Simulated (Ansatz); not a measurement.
Input

```
crystal:
  lattice:
    - [6.3082133253, -1.0e-10, 0.0]
    - [-3.1541066627, -5.4630729922, 0.0]
    - [0.0, 0.0, -12.1445021927]
  atoms:
    - { symbol: W, position: [0.834358739, 0.1672593676, 0.2523558948] }
    - { symbol: W, position: [0.3344450349, 0.1672541713, 0.2523552032] }
    - { symbol: W, position: [0.834366989, 0.6671824645, 0.2523546024] }
    - { symbol: W, position: [0.3343908512, 0.6672378615, 0.252353471] }
    - { symbol: W, position: [0.1791452509, 0.3474786743, 0.7528469883] }
    - { symbol: W, position: [0.6672508484, 0.3336421887, 0.7524217975] }
    - { symbol: W, position: [0.17482107, 0.8284063589, 0.7540524014] }
    - { symbol: W, position: [0.6524624108, 0.8284887834, 0.7536787996] }
    - { symbol: S, position: [0.8293670045, 0.1662750709, 0.8833930809] }
    - { symbol: S, position: [0.3358139994, 0.1661910817, 0.8848294349] }
    - { symbol: S, position: [0.8379348489, 0.668443002, 0.8812558866] }
    - { symbol: S, position: [0.3338844532, 0.6669693535, 0.8871948315] }
    - { symbol: S, position: [0.1676740168, 0.3337950218, 0.3821427365] }
    - { symbol: S, position: [0.6677208047, 0.3339001889, 0.3822769125] }
    - { symbol: S, position: [0.1676721669, 0.8339522253, 0.3821470526] }
    - { symbol: S, position: [0.6678257213, 0.8339512231, 0.3821453486] }
    - { symbol: S, position: [0.8323804426, 0.1684936871, 0.6213353679] }
    - { symbol: S, position: [0.3369923728, 0.1685116229, 0.621328092] }
    - { symbol: S, position: [0.8323703876, 0.6638897647, 0.6213309187] }
    - { symbol: S, position: [0.3339119914, 0.6669702369, 0.6176131233] }
    - { symbol: S, position: [0.1676718996, 0.3337948861, 0.1225676674] }
    - { symbol: S, position: [0.6677233213, 0.3339006331, 0.1224372387] }
    - { symbol: S, position: [0.1676685318, 0.83395061, 0.12256278] }
    - { symbol: S, position: [0.6678275098, 0.833953496, 0.1225645362] }
    - { symbol: H, position: [0.0005844833, 0.0001346933, 0.75075793] }
  host:
    lattice:
      - [3.1541066627, 0.0, 0.0]
      - [-1.5770533313, 2.7315364961, 0.0]
      - [0.0, 0.0, 12.1445021927]
    atoms:
      - { symbol: W, position: [0.3333333333, 0.6666666667, 0.75] }
      - { symbol: W, position: [0.6666666667, 0.3333333333, 0.25] }
      - { symbol: S, position: [0.3333333333, 0.6666666667, 0.1203349421] }
      - { symbol: S, position: [0.6666666667, 0.3333333333, 0.6203349421] }
      - { symbol: S, position: [0.3333333333, 0.6666666667, 0.3796650579] }
      - { symbol: S, position: [0.6666666667, 0.3333333333, 0.8796650579] }
total_charge: -1
basis:
  ecutwfc: 420
  xc_grid: 2
kpoints:
  mp_grid: { grid: [3, 3, 2], shift: [0.0, 0.0, 0.5] }
hamiltonian:
  xc: pbe
  dispersion: d3bj
scf:
  occupations: { method: gaussian, width: 0.01 }
output:
  forces: true
  stress: false
  eigenvalues: true
  charged_corrections:
    defect_position: [0.0, 0.0, 0.80769231]
    epsilon: [[14.1706, 0.0, 0.0], [0.0, 14.1706, 0.0], [0.0, 0.0, 6.6541]]
  write_density: true
  write_potential: true
  elf: true
  volumetric_format: npy
relax:
  adjacent_minimum: "off"
  f_tol: 0.025
  max_steps: 45
```

Launched as:

```sh
ansatz run input.yaml --threads 4 --pin off --max-ram 10240MiB --backend cpu --events-out ev --progress --plain --runs-dir out
```

The fields are those of the run's last geometry, not of the input's.

These are results of DFT PBE+D3(BJ), scalar-relativistic, plane waves, PAW in Ansatz, not measurements.

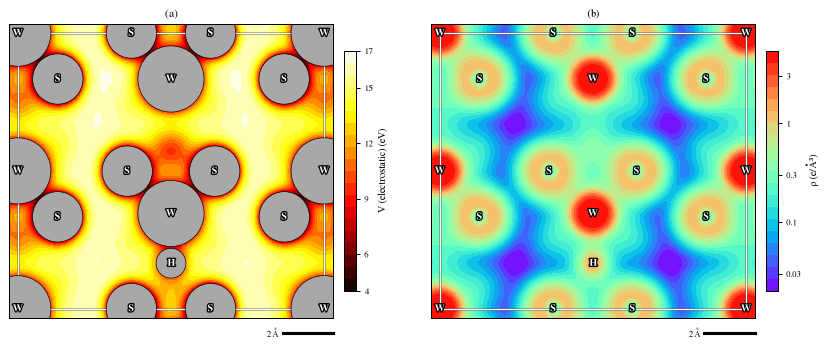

HW$_{8}$S$_{16}$ (cell charge −1, with a compensating background) (cell with a defect). (a) electrostatic potential energy of an electron; (b) valence charge density (pseudo) on the (110) plane of the calculation cell. Grey discs cover the atomic cores in the potential map.

Core electrons are frozen (PAW), and the valence fields are smoothed inside the atomic spheres.

> What do the fields say about this system?

Atoms in the plane: W, S and H. W–H (1.97 Å): the density is about 0.75 e/Å³ at the midpoint. W–S (2.41 Å): ρ at the midpoint is about 0.62 e/Å³. Between the atoms the lowest density in this plane is 0.02 e/Å³. Outside the cores the potential energy rises away from the atoms and is highest about 1.9 Å from the nearest atoms; its zero is arbitrary.

> Metal or insulator at this level of theory?

It is gapless in this calculation (a metal or semimetal).
